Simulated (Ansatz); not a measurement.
**Energy of Al along a strain of the cell**

System: Al (1 atom in the cell).
Method: DFT PBEsol, scalar-relativistic, plane waves, PAW, no spin polarisation (Ansatz 0.2.0).

The 6 runs differ only in the geometry, by a strain of the cell at fixed fractional positions. Against run 3, the strain is εxx = −0.03 η, εxz = η and εzz = −0.03 η. The structure derives from an entry of the Crystallography Open Database.

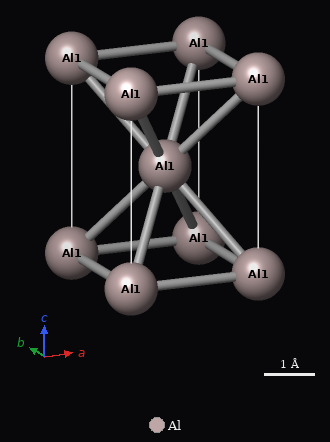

Figure 1. The structure of run 3 (ball-and-stick view of the cell 2 times as large as that of the calculation, set on its symmetry axes, seen slightly off an axis; atoms are numbered from 1 in the order of the input). An atom can appear more than once, as a periodic image.

**Input of run 3**
```yaml
crystal:
  lattice:
    - [0.056873838, 2.02398, 2.02398]
    - [2.080853838, 0.0, 2.080853838]
    - [2.02398, 2.02398, 0.056873838]
  atoms:
    - { symbol: Al, position: [0.0, 0.0, 0.0] }
basis:
  ecutwfc: 420
kpoints:
  mp_grid: { grid: [20, 20, 20] }
hamiltonian:
  xc: pbesol
scf:
  occupations: { method: gaussian, width: 0.15 }
output:
  forces: true
  stress: true
  eigenvalues: true
```

Command:
```bash
ansatz run input.yaml --threads 1 --pin off --max-ram 2560MiB --backend cpu --events-out ev --progress --plain --runs-dir out
```

Lattice vectors (Å) and fractional positions of run 3:
```
   0.056874    2.023980    2.023980
   2.080854    0.000000    2.080854
   2.023980    2.023980    0.056874
Al  0.000000  0.000000  0.000000
```

Run 2 differs from it as follows:
```diff
-    - [0.056873838, 2.02398, 2.02398]
-    - [2.080853838, 0.0, 2.080853838]
-    - [2.02398, 2.02398, 0.056873838]
+    - [0.037949625, 2.02398, 2.02398]
+    - [2.061929625, 0.0, 2.061929625]
+    - [2.02398, 2.02398, 0.037949625]
```

**Results, with one run withheld**

```tsv
run	strain parameter η (%)	free energy per atom, from the lowest run given (meV)	pressure (GPa)
1	−6.5652	3.99	−1.40
2	−0.9357	?	?
3	0.0000	0.00	−1.62
4	1.8765	9.38	−1.08
5	2.8172	16.62	−0.69
6	3.7530	25.93	−0.21
```

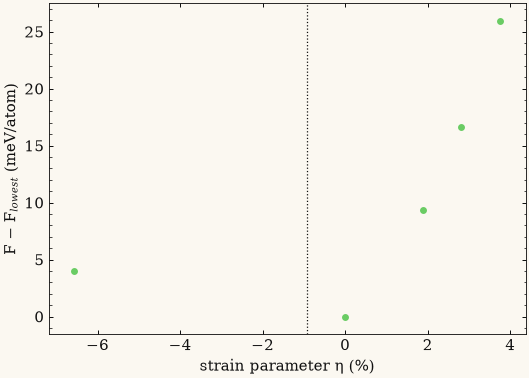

Figure 2. Free energy per atom of the runs given; the dotted line marks run 2.

Fit the runs given and predict run 2.

A cubic polynomial in the coordinate, fitted to the 5 runs given, misses them by at most 0.04 meV per atom. With x = η − 0.3763, it reads F = 1.3679 + 3.937 x + 0.86742 x² + 0.035416 x³ (meV per atom). At run 2 it gives −2.38 meV per atom, and the run itself gives −2.81. The fit has its minimum at η = −2.3474 %.

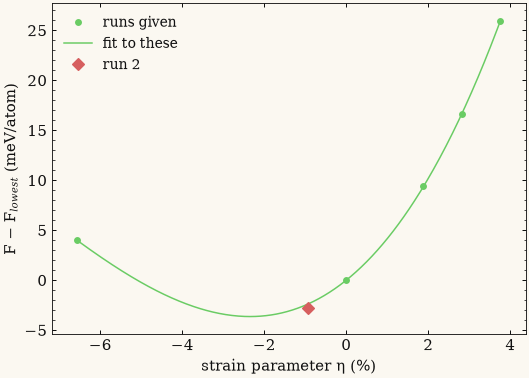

Figure 3. The fit and the withheld run.

**Output, shortened to warnings, some set-up lines, iterations and results (run 2)**
```
Basis set: ecut = 420 eV, 331 PW (Γ), exchange–correlation on 40×40×40 points (8 copies of the dense FFT grid, shifted against one another)
Symmetry: 8 space group operations
k-points: 1166 of 8000
Initial density: superposition of atomic densities (neutral atoms: chi_scale 0, normalization atom), corrected by the library's trained network
[...]
SCF iter   1: F=—  HF=-524.545422 eV  |F-HF|=—  |Δ(HF+E_count)|=         —  Δρ=8.14e-4  dr2=7.17e-5  ethr=1.77e-3  ⟨swp⟩=4.7  Hψ=58813  notcnv=0
SCF iter   2: F=—  HF=-524.545434 eV  |F-HF|=—  |Δ(HF+E_count)|=   1.25e-5  Δρ=3.96e-4  dr2=1.55e-5  ethr=2.39e-6  ⟨swp⟩=1.6  Hψ=17173  notcnv=0
SCF iter   3: F=-524.545438 eV  HF=-524.545438 eV  |F-HF|=4.65e-9  |Δ(HF+E_count)|=   3.36e-6  Δρ=1.97e-5  dr2=5.15e-8  ethr=5.17e-7  ⟨swp⟩=1.0  Hψ=6507  notcnv=0
SCF iter   4: F=-524.545438 eV  HF=-524.545438 eV  |F-HF|=7.59e-10  |Δ(HF+E_count)|=   1.00e-9  Δρ=4.85e-6  dr2=2.20e-9  ethr=1.72e-9  ⟨swp⟩=1.9  Hψ=7809  notcnv=0
SCF iter   5: F=-524.545438 eV  HF=-524.545438 eV  |F-HF|=2.01e-11  |Δ(HF+E_count)|=  8.29e-10  Δρ=9.17e-7  dr2=8.43e-11  ethr=7.34e-11  ⟨swp⟩=1.0  Hψ=6507  notcnv=0
SCF iter   6: F=-524.545438 eV  HF=-524.545438 eV  |F-HF|=2.27e-13  |Δ(HF+E_count)|=  2.32e-11  Δρ=1.05e-7  dr2=1.45e-12  ethr=2.81e-12  ⟨swp⟩=2.0  Hψ=22273  notcnv=0
SCF 1 converged in 6 iterations: F = -524.545438 eV  dr2 = 1.45e-12
SCF converged after 6 iterations
Free energy (F): -524.545438 eV
Harris-Foulkes:  -524.545438 eV  (|F-HF|=2.27e-13)
Internal energy: -524.540626 eV  (E = F + TS)
E sigma→0 (E₀):  -524.543032 eV
Entropy (-TS):   -0.004812 eV (-4.812 meV/atom)
Fermi energy:    7.853407 eV
--- Per-component energies (eV) ---
  E_band       = 10.285600
  E_kinetic    = 22.756980
  E_local      = 9.673768  (includes V_loc(G=0)·N_el)
  E_nonlocal   = 10.355724
  E_hartree    = 0.104975
  E_xc         = -39.363587
  E_vxc        = -29.107691  (∫ρ·V_xc dr)
  E_paw        = -454.696753  (= ΣΔE_a)
  E_vpaw       = -3.603130  (= ΣTr[D̂ρ^β])
  E_aug_tail   = -0.000003  (compensation charges beyond the density's cutoff)
  E_ewald      = -73.390870
  E_core_change = 0.019139  (= ΣΔE_core)
  E_smearing   = -0.004812  (= −TS)
  E_closure    = -0.000000  (closes the sum)
  Σ components = -524.545438   (vs F -524.545438, Δ=0.00e0)
--- Forces (eV/Å), atoms counted from 1 ---
  atom   1  Al    -0.00000000     0.00000000     0.00000000
  max |Σ_I F_I| component: 1.93e-34 eV/Å
--- Stress (GPa, compression-positive) ---
       -1.520694       0.000000      -1.191600
        0.000000      -2.299807       0.000000
       -1.191600       0.000000      -1.520694
  P = ⅓ Tr σ = -1.7804 GPa (-17.804 kbar)
```
